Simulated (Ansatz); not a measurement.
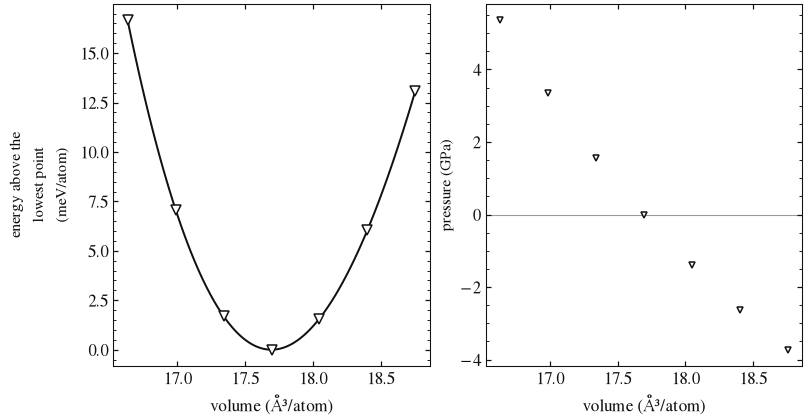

The picture above shows the energy above the lowest point and pressure against volume for Cd₂O, space group Fm-3m (No. 225) (one of a set of cubic test structures, which need not be the stable phase).

Method: equation of state of a cubic crystal from periodic Kohn-Sham density functional theory without spin, third-order Birch-Murnaghan fit to the free energies; pressure corrected for the finite basis (Ansatz 0.2.0 development build). Level: PBE.

structure type antifluorite; atoms in cell 3; space group number 225; lattice centring face-centred primitive; k mesh 32×32×32; occupation method Fermi–Dirac; occupation width 0.06123 eV; wave cutoff 420 eV; datasets soft-1 PAW; density tolerance 1e−07 eV; bands 27; density cutoff ratio 4; search for lower states default.

How stiff is the solid, and where is its volume at rest?

A third-order Birch–Murnaghan fit gives V0 = 17.69 Å³/atom, B0 = 74.1 GPa and B′ = 5.0.

Read off the course of the pressure.

It falls from 5.351 GPa at volume 16.63 Å³/atom to −3.727 GPa at 18.76 Å³/atom, and changes sign near 17.69 Å³/atom.

Note: cubic model structure, not the ambient form.

The computed values:

| volume (Å³/atom) | energy above the lowest point (meV/atom) | pressure (GPa) |
| --- | --- | --- |
| 16.63 | 16.7 | 5.351 |
| 16.99 | 7.1 | 3.348 |
| 17.34 | 1.7 | 1.571 |
| 17.69 | 0.0 | 0.000 |
| 18.05 | 1.6 | −1.398 |
| 18.40 | 6.1 | −2.634 |
| 18.76 | 13.1 | −3.727 |
